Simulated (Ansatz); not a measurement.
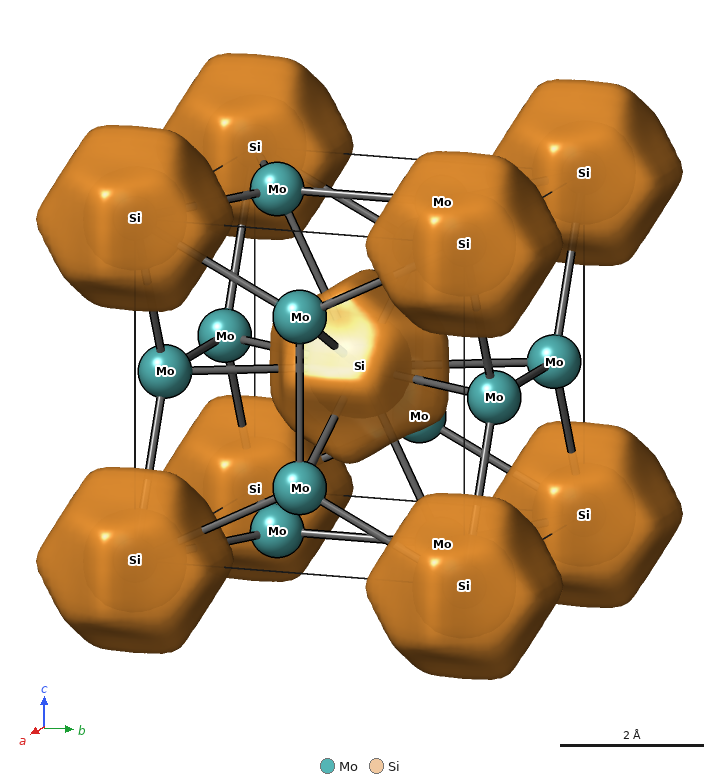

SiMo3. Isosurface of the ELF at 0.55 (orange), seen slightly off an axis. Core shells are left out. Sticks mark near contacts.

Space group Pm-3n; computed pressure about −4 GPa in this cell; the program warned that no starting moments were given; spin-polarised, but the moments vanished.

Theory: Ansatz, DFT, PAW plane waves, r2SCAN.

Core electrons are frozen (PAW), and the valence fields are smoothed inside the atomic spheres.

Describe the localisation domains.

Answer. At this value the surface marks out two regions wrapped around Si (the valence shell of each), counted in one cell of 8 atoms. Any copies at cell faces, edges or corners count once. Along the contacts the grid gives the following. Mo–Mo (2.45 Å): the ELF is about 0.30 at the midpoint. Si–Mo (2.74 Å): the ELF peaks at about 0.65 in the valence shell of Si, 0.9 Å from its nucleus, and is about 0.30 at the midpoint.

Which way does charge flow, and how much by Bader's partition?

Answer. Electrons move from Mo towards Si. Bader charges: Mo +0.21 and Si −0.63 e.

Does the calculation make it a metal, or give it a gap?

Answer. It is metallic or semimetallic at this level of theory: no gap opens.
